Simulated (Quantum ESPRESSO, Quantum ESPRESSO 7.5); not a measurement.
# 2H-MoS2, 2 layers, AA' stacking, stepped through the field along the normal

Wanted: a table for 2H-MoS2, 2 layers, AA' stacking against the field along the normal, and what can be fitted to it.

Main program and level: Quantum ESPRESSO 7.5; plane-wave DFT, PBE, GBRV ultrasoft pseudopotentials (geometry by pw.x at PBE-D3(BJ), GBRV ultrasoft).

### 1. Set-up

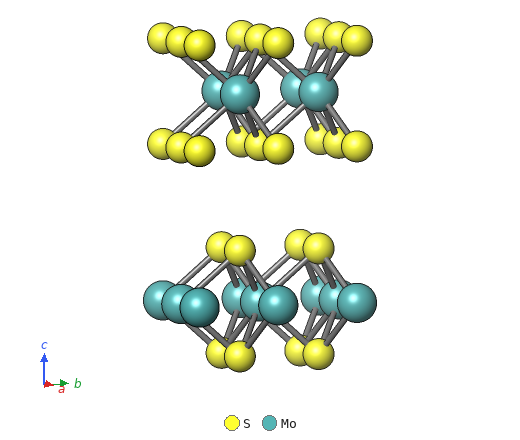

The cell as given, from the side, with the c axis up (sulfur yellow, molybdenum teal). 2×2×1 cells are drawn. Bonds to atoms that aren't drawn are left out. Some periodic images of atoms are drawn too.

The cell holds 6 atoms: 4 S and 2 Mo. Its edges and angles: a = 3.180 Å, b = 3.180 Å, c = 26.725 Å, α = 90.0°, β = 90.0°, γ = 120.0°. It derives from MoS2. Vacuum lies along c.

Set-up: Cell and atoms are relaxed without a field with a D3(BJ) correction and then held. Sawtooth field with dipole correction, 17 Å of vacuum in the starting cell, Fermi-Dirac smearing of 0.002 Ry; bands along a path at each field.

Members -0.05, 0.1, -0.1, 0.2, -0.2, 0.3 and -0.3 took the same steps and show in the table alone.

### 2. Variable-cell relaxation of the reference

What the set-up leaves free in this member is relaxed.

Contents of ref.relax.in:

```
&control
  prefix = 'ref.relax'
  outdir = './out'
  pseudo_dir = './pseudo'
  nstep = 80
  forc_conv_thr = 0.0004
  calculation = 'vc-relax'
  etot_conv_thr = 1e-06
/
&system
  ibrav = 0
  nat = 6
  ntyp = 2
  ecutwfc = 50
  ecutrho = 250
  vdw_corr = 'grimme-d3'
  dftd3_version = 4
  occupations = 'smearing'
  smearing = 'fd'
  degauss = 0.004
/
&electrons
  conv_thr = 1e-09
  mixing_beta = 0.4
  electron_maxstep = 120
  mixing_mode = 'plain'
/
&ions
/
&cell
  cell_dofree = '2Dxy'
  press_conv_thr = 0.3
/
ATOMIC_SPECIES
  S   32.0600  s_pbe_v1.4.uspp.F.UPF
  Mo  95.9500  mo_pbe_v1.uspp.F.UPF
CELL_PARAMETERS angstrom
  3.18000000000000 0.00000000000000 0.00000000000000
  -1.59000000000000 2.75396078403451 0.00000000000000
  0.00000000000000 0.00000000000000 26.72519547599916
ATOMIC_POSITIONS crystal
  S   0.333333333300 0.666666666700 0.318051929971
  Mo  0.000000000000 0.000000000000 0.379091665694
  S   0.333333333300 0.666666666700 0.440131401417
  S   0.000000000000 0.000000000000 0.559868598583
  Mo  0.333333333300 0.666666666700 0.620908334306
  S   0.000000000000 0.000000000000 0.681948070029
K_POINTS automatic
  12 12 1 0 0 0
```

On the command line:

```sh
OMP_NUM_THREADS=1 mpirun -n 4 pw.x -nk 4 -in ref.relax.in > ref.relax.out
```

The program printed:

```text
Program PWSCF v.7.5 starts
[citation notice left out]

     Parallel version (MPI & OpenMP), running on       4 processor cores
     Number of MPI processes:                 4
     Threads/MPI process:                     1

     MPI processes distributed on     1 nodes
[...]
Current dimensions of program PWSCF are:
     Max number of different atomic species (ntypx) = 10
     Max number of k-points (npk) =  40000
     Max angular momentum in pseudopotentials (lmaxx) =  4
     Message from routine setup:
     using ibrav=0 with symmetry is DISCOURAGED, use correct ibrav instead

     K-points division:     npool     =       4
     Subspace diagonalization in iterative solution of the eigenvalue problem:
     a serial algorithm will be used

     G-vector sticks info
     --------------------
     sticks:   dense  smooth     PW     G-vecs:    dense   smooth      PW
     Sum         625     499    151               105279    75593   12563

     Using Slab Decomposition

     bravais-lattice index     =            0
     lattice parameter (alat)  =       6.0093  a.u.
     unit-cell volume          =    1579.4372 (a.u.)^3
     number of atoms/cell      =            6
     number of atomic types    =            2
     number of electrons       =        52.00
     number of Kohn-Sham states=           31
     kinetic-energy cutoff     =      50.0000  Ry
     charge density cutoff     =     250.0000  Ry
     scf convergence threshold =      1.0E-09
     mixing beta               =       0.4000
     number of iterations used =            8  plain     mixing
     energy convergence thresh.=      1.0E-06
     force convergence thresh. =      4.0E-04
     press convergence thresh. =      3.0E-01
     Exchange-correlation= SLA  PW   PBE  PBE
                           (   1   4   3   4   0   0   0)
     nstep                     =           80

     celldm(1)=   6.009329  celldm(2)=   0.000000  celldm(3)=   0.000000
     celldm(4)=   0.000000  celldm(5)=   0.000000  celldm(6)=   0.000000

     crystal axes: (cart. coord. in units of alat)
               a(1) = (   1.000000   0.000000   0.000000 )
               a(2) = (  -0.500000   0.866025   0.000000 )
               a(3) = (   0.000000   0.000000   8.404150 )

     reciprocal axes: (cart. coord. in units 2 pi/alat)
               b(1) = (  1.000000  0.577350 -0.000000 )
               b(2) = (  0.000000  1.154701  0.000000 )
               b(3) = (  0.000000 -0.000000  0.118989 )

     PseudoPot. # 1 for S  read from file:
     ./pseudo/s_pbe_v1.4.uspp.F.UPF
     Pseudo is Ultrasoft + core correction, Zval =  6.0
     Generated by new atomic code, or converted to UPF format
     Using radial grid of  907 points,  6 beta functions with:
                l(1) =   0
                l(2) =   0
                l(3) =   1
                l(4) =   1
                l(5) =   2
                l(6) =   2
     Q(r) pseudized with  8 coefficients,  rinner =    1.300   1.300   1.300
                                                       1.300   1.300

     PseudoPot. # 2 for Mo read from file:
     ./pseudo/mo_pbe_v1.uspp.F.UPF
     Pseudo is Ultrasoft + core correction, Zval = 14.0
     Generated by new atomic code, or converted to UPF format
     Using radial grid of  889 points,  6 beta functions with:
                l(1) =   0
                l(2) =   0
                l(3) =   1
                l(4) =   1
                l(5) =   2
                l(6) =   2
     Q(r) pseudized with  6 coefficients,  rinner =    1.000   1.000   1.000
                                                       1.000   1.000

     atomic species   valence    mass     pseudopotential
     S                 6.00    32.06000     S ( 1.00)
     Mo               14.00    95.95000     Mo( 1.00)

     12 Sym. Ops., with inversion, found ( 6 have fractional translation)

   Cartesian axes

     site n.     atom                  positions (alat units)
         1        S      tau(   1) = (  -0.0000000   0.5773503   2.6729560  )
         2        Mo     tau(   2) = (   0.0000000   0.0000000   3.1859430  )
         3        S      tau(   3) = (  -0.0000000   0.5773503   3.6989301  )
         4        S      tau(   4) = (   0.0000000   0.0000000   4.7052194  )
         5        Mo     tau(   5) = (  -0.0000000   0.5773503   5.2182065  )
         6        S      tau(   6) = (   0.0000000   0.0000000   5.7311935  )

     --------------------------------------------
     DFT-D3 Dispersion Correction (3-body terms):
     --------------------------------------------
       Reference C6 values for interpolation:

         atom   Coordination number   C6
         S          0.000           268.01
         S          0.995           261.99
         S          1.990           251.62
         Mo         0.000          1691.79
         Mo         1.942          1004.01
         Mo        11.056           674.22

       Values used:

         atom   Coordination number  R0_AB[au]  C6      C8
         S          3.607            3.128    251.62  12327.25
         Mo         9.922            3.547    674.22  77634.20
         S          3.661            3.128    251.62  12327.25
         S          3.661            3.128    251.62  12327.25
         Mo         9.922            3.547    674.22  77634.20
         S          3.607            3.128    251.62  12327.25

         Molecular C6 ( Ry / a.u.^6 ) =     13294.63

     number of k points=    19  Fermi-Dirac smearing, width (Ry)=  0.0040
                       cart. coord. in units 2pi/alat
        k(    1) = (   0.0000000   0.0000000   0.0000000), wk =   0.0138889
        k(    2) = (   0.0000000   0.0962250   0.0000000), wk =   0.0833333
        k(    3) = (   0.0000000   0.1924501   0.0000000), wk =   0.0833333
        k(    4) = (   0.0000000   0.2886751   0.0000000), wk =   0.0833333
        k(    5) = (   0.0000000   0.3849002   0.0000000), wk =   0.0833333
        k(    6) = (   0.0000000   0.4811252   0.0000000), wk =   0.0833333
        k(    7) = (   0.0000000  -0.5773503   0.0000000), wk =   0.0416667
        k(    8) = (   0.0833333   0.1443376   0.0000000), wk =   0.0833333
        k(    9) = (   0.0833333   0.2405626   0.0000000), wk =   0.1666667
        k(   10) = (   0.0833333   0.3367877   0.0000000), wk =   0.1666667
[...]
k(   19) = (   0.3333333   0.5773503   0.0000000), wk =   0.0277778

     Dense  grid:   105279 G-vectors     FFT dimensions: (  36,  36, 256)

     Smooth grid:    75593 G-vectors     FFT dimensions: (  27,  27, 240)

[...]
ATOMIC_POSITIONS (crystal)
S                0.3333333333        0.6666666667        0.3204081574
Mo               0.0000000000        0.0000000000        0.3791823479
S                0.3333333333        0.6666666667        0.4379477890
S               -0.0000000000       -0.0000000000        0.5620522110
Mo               0.3333333333        0.6666666667        0.6208176521
S               -0.0000000000       -0.0000000000        0.6795918426

[...]
NEW-OLD atomic charge density approx. for the potential
     New effective cutoffs (rho, wfc):  255.14   51.06

     Check: negative core charge=   -0.000001

     negative rho (up, down):  2.896E-03 0.000E+00

     total cpu time spent up to now is      158.4 secs

     per-process dynamical memory:   122.2 Mb

[...]
!    total energy              =    -375.61641246 Ry
[...]
Total force =     0.002896     Total SCF correction =     0.000018
[...]
number of bfgs steps    =   3
[...]
new trust radius        =       0.0023634544 bohr
[...]
!    total energy              =    -375.61643252 Ry
[...]
Total force =     0.002867     Total SCF correction =     0.000012
[...]
number of bfgs steps    =   4
[...]
WARNING: bfgs curvature condition failed, Theta= 0.905
     new trust radius        =       0.0025997998 bohr
[...]
!    total energy              =    -375.61645370 Ry
[...]
Total force =     0.002824     Total SCF correction =     0.000022
[...]
number of bfgs steps    =   5
[...]
new trust radius        =       0.0038996998 bohr
[...]
!    total energy              =    -375.61717282 Ry
[...]
Total force =     0.004043     Total SCF correction =     0.000017
[...]
number of bfgs steps    =  14
[...]
new trust radius        =       0.0946760139 bohr
[...]
Self-consistent Calculation

     iteration #  1     ecut=    50.00 Ry     beta= 0.40
     Davidson diagonalization with overlap
     ethr =  1.00E-06,  avg # of iterations = 11.3

     negative rho (up, down):  3.035E-03 0.000E+00

     total cpu time spent up to now is      754.7 secs

     total energy              =    -375.61654265 Ry
     estimated scf accuracy    <       0.00277797 Ry

[...]
iteration # 14     ecut=    50.00 Ry     beta= 0.40
[...]
negative rho (up, down):  3.037E-03 0.000E+00

[...]
End of self-consistent calculation

          k = 0.0000 0.0000 0.0000 (  9425 PWs)   bands (ev):

   -59.3068 -59.3068 -33.4515 -33.4514 -33.2296 -33.2296 -33.2296 -33.2296
   -12.6684 -12.5329 -11.3768 -11.1639  -4.3914  -3.8758  -1.0608  -1.0608
    -1.0543  -1.0543  -0.7595   0.0520   0.0520   0.0746   0.0746   0.2802
     1.3657   2.0299   4.3507   4.3507   4.3672   4.3672   4.5769

          k =-0.0000 0.0966 0.0000 (  9445 PWs)   bands (ev):

   -59.3041 -59.3041 -33.4462 -33.4462 -33.2565 -33.2565 -33.2357 -33.2357
   -12.5636 -12.4287 -11.3304 -11.1241  -4.2737  -3.7593  -1.2949  -1.2841
    -1.0587  -0.9532  -0.9439  -0.4856  -0.1152  -0.0904   0.2336   0.6299
     1.3444   1.8891   4.2283   4.2433   4.3395   4.3955   4.4341

          k =-0.0000 0.1932 0.0000 (  9418 PWs)   bands (ev):

   -59.2968 -59.2968 -33.4317 -33.4317 -33.3294 -33.3294 -33.2523 -33.2523
   -12.2649 -12.1329 -11.1981 -11.0112  -3.9733  -3.4745  -1.8425  -1.8056
    -1.5953  -1.1811  -0.6549  -0.6360  -0.5064  -0.4788   0.2885   0.6935
     1.1884   1.4287   3.8118   4.0291   4.1477   4.1650   4.2747

          k =-0.0000 0.2899 0.0000 (  9402 PWs)   bands (ev):

   -59.2868 -59.2868 -33.4277 -33.4277 -33.4119 -33.4119 -33.2750 -33.2750
   -11.8207 -11.6966 -11.0025 -10.8468  -3.7111  -3.3244  -2.3956  -2.2300
    -2.1327  -1.8654  -0.9490  -0.9146  -0.2335  -0.2022   0.0626   0.4046
     0.8019   0.8657   3.6026   3.8986   3.9757   4.0029   4.4234

          k =-0.0000 0.3865 0.0000 (  9426 PWs)   bands (ev):

   -59.2768 -59.2768 -33.5246 -33.5245 -33.3920 -33.3920 -33.2975 -33.2975
   -11.3177 -11.2103 -10.7840 -10.6698  -3.8495  -3.6435  -2.8437  -2.6237
    -2.4383  -2.1654  -1.3181  -1.2811  -0.2220   0.0444   0.1790   0.2353
     0.5233   0.6479   3.7731   3.7771   3.8507   4.1128   4.8609

          k =-0.0000 0.4831 0.0000 (  9450 PWs)   bands (ev):

   -59.2694 -59.2694 -33.5945 -33.5945 -33.3774 -33.3773 -33.3139 -33.3139
   -10.8915 -10.8111 -10.6023 -10.5347  -4.1923  -4.0344  -3.2316  -3.0746
    -2.5976  -2.2890  -1.5577  -1.5190  -0.3782  -0.1951   0.4586   0.5424
     0.6909   0.8139   3.8012   3.8421   4.1132   4.3184   5.1744

[...]
the Fermi energy is     2.6050 ev

!    total energy              =    -375.61748526 Ry
     estimated scf accuracy    <          1.7E-11 Ry
     smearing contrib. (-TS)   =      -0.00000006 Ry
     internal energy E=F+TS    =    -375.61748520 Ry

     The total energy is F=E-TS. E is the sum of the following terms:
     one-electron contribution =   -3185.79050611 Ry
     hartree contribution      =    1598.53179196 Ry
     xc contribution           =     -72.61925702 Ry
     ewald contribution        =    1284.41599490 Ry
     DFT-D3 Dispersion         =      -0.15550894 Ry

     convergence has been achieved in  14 iterations

     negative rho (up, down):  3.037E-03 0.000E+00

     Forces acting on atoms (cartesian axes, Ry/au):

     atom    1 type  1   force =     0.00000000   -0.00000000   -0.00110916
     atom    2 type  2   force =    -0.00000000   -0.00000000    0.00051267
     atom    3 type  1   force =    -0.00000000   -0.00000000    0.00166756
     atom    4 type  1   force =    -0.00000000   -0.00000000   -0.00166756
     atom    5 type  2   force =     0.00000000    0.00000000   -0.00051267
     atom    6 type  1   force =     0.00000000   -0.00000000    0.00110916

     Total force =     0.002924     Total SCF correction =     0.000027

     Computing stress (Cartesian axis) and pressure

     negative rho (up, down):  3.037E-03 0.000E+00
          total   stress  (Ry/bohr**3)                   (kbar)     P=       -3.28
  -0.00003471  -0.00000000   0.00000000           -5.11       -0.00        0.00
   0.00000000  -0.00003471   0.00000000            0.00       -5.11        0.00
   0.00000000   0.00000000   0.00000248            0.00        0.00        0.36

     Energy error            =      3.1E-04 Ry
     Gradient error          =      1.7E-03 Ry/Bohr
     Cell gradient error     =      5.1E+00 kbar

     number of scf cycles    =  16
     number of bfgs steps    =  15

     enthalpy           old  =    -375.6171728213 Ry
     enthalpy           new  =    -375.6174852577 Ry

     CASE: enthalpy          _new < enthalpy          _old

     new trust radius        =       0.0937157921 bohr
     new conv_thr            =            4.2E-11 Ry

     new unit-cell volume =   1562.35938 a.u.^3 (   231.51777 Ang^3 )
     density =      2.29617 g/cm^3

CELL_PARAMETERS (angstrom)
   3.162761238   0.000000000   0.000000000
  -1.581380619   2.739031578   0.000000000
   0.000000000   0.000000000  26.725195476

ATOMIC_POSITIONS (crystal)
S                0.3333333333        0.6666666667        0.3281252058
Mo              -0.0000000000       -0.0000000000        0.3865555909
S                0.3333333333        0.6666666667        0.4449262002
S               -0.0000000000       -0.0000000000        0.5550737998
Mo               0.3333333333        0.6666666667        0.6134444091
S               -0.0000000000       -0.0000000000        0.6718747942

[...]
NEW-OLD atomic charge density approx. for the potential
     New effective cutoffs (rho, wfc):  252.54   50.54

     Check: negative core cha
```

Wall time 18 min (4 MPI ranks of Arm Neoverse V1, shared host); peak memory 0.97 GiB.

The steps of the relaxation:

```csv
step,energy less that of the first step (eV),largest force (eV/Å),volume (Å³)
1,0.0000,1.2632,234.05
2,-0.1332,0.7766,231.80
3,-0.1972,0.1984,229.56
4,-0.2001,0.0392,229.15
5,-0.2003,0.0375,229.28
6,-0.2006,0.0345,229.44
7,-0.2010,0.0302,229.64
8,-0.2014,0.0337,229.91
9,-0.2019,0.0406,230.26
10,-0.2024,0.0487,230.69
11,-0.2029,0.0559,231.08
12,-0.2037,0.0612,231.37
13,-0.2051,0.0659,231.66
14,-0.2072,0.0687,231.94
15,-0.2104,0.0616,232.14
16,-0.2147,0.0429,232.12
17,-0.2168,0.0312,231.52
18,-0.2184,0.0193,230.92
19,-0.2191,0.0016,230.12
20,-0.2191,0.0001,230.12
21,-0.2186,0.0034,230.12
```

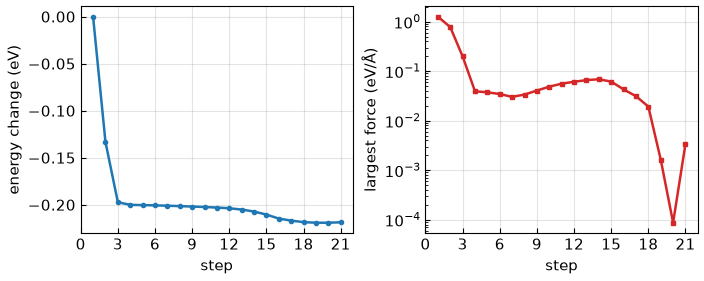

Energy and largest force along the relaxation.

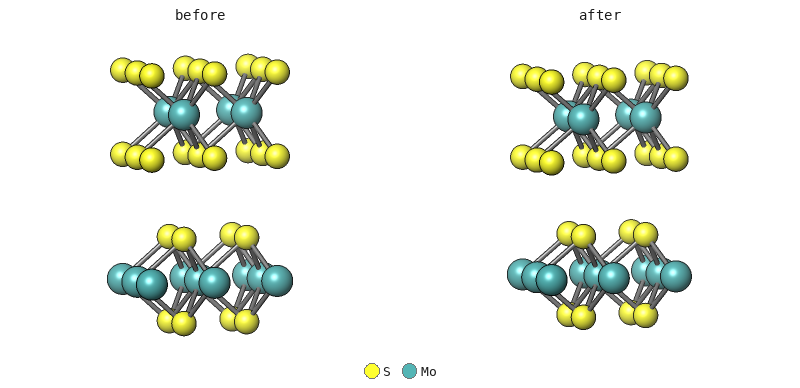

The structure before and after the relaxation, drawn at the same scale. Bonds to atoms that aren't drawn are left out.

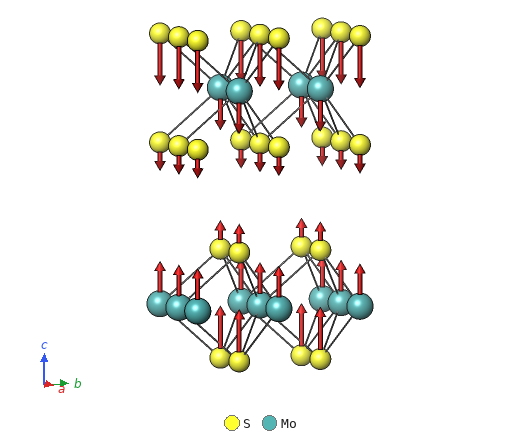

Displacements in the relaxation, exaggerated, measured against the changing cell; the longest in the cell stands for 0.24 Å. Bonds to atoms that aren't drawn are left out. 2×2×1 cells are drawn. Some periodic images of atoms are drawn too.

```csv
cell as run,before,after,change
a (Å),3.180,3.153,-0.8 %
b (Å),3.180,3.153,-0.8 %
```

The atoms that moved most (Å, along periodic axes as changes of fractional coordinates times the final cell, across vacuum about the mean position):

```csv
atom,dx,dy,dz,length
S1,0.000,0.000,0.241,0.241
S6,0.000,0.000,-0.241,0.241
Mo5,0.000,0.000,-0.176,0.176
Mo2,0.000,0.000,0.176,0.176
S3,0.000,0.000,0.110,0.110
S4,0.000,0.000,-0.110,0.110
```

Final coordinates:

```xyz
6
Lattice="3.1532 0.0000 0.0000 -1.5766 2.7308 0.0000 0.0000 0.0000 26.7252" Properties=species:S:1:pos:R:3
S     0.0000    1.8205    8.7411
Mo    0.0000    0.0000   10.3074
S     0.0000    1.8205   11.8726
S     0.0000    0.0000   14.8526
Mo    0.0000    1.8205   16.4178
S     0.0000    0.0000   17.9841
```

 The last row is no step: it is a fresh SCF in the final cell with a new plane-wave basis, +0 meV from the row before.

Read from the output:

- free energy: -5110.5402 eV
- Fermi energy: 2.675 eV

[end of part 1 of 4]

[Logs are printed without paths, hosts, clocks, repeated set-up lines and the standing remarks that a program may print on its own settings, such as how far it seeks lower states.]

[Hosts, paths, dates, database ids (printed as entryN), source tags and the programs' standing remarks are cut or masked in the printed files.]

[Maps of the electrostatic potential energy from Ansatz leave out the sawtooth potential of an applied field or a dipole correction, so their vacuum need not be flat; planar profiles and work functions include it.]
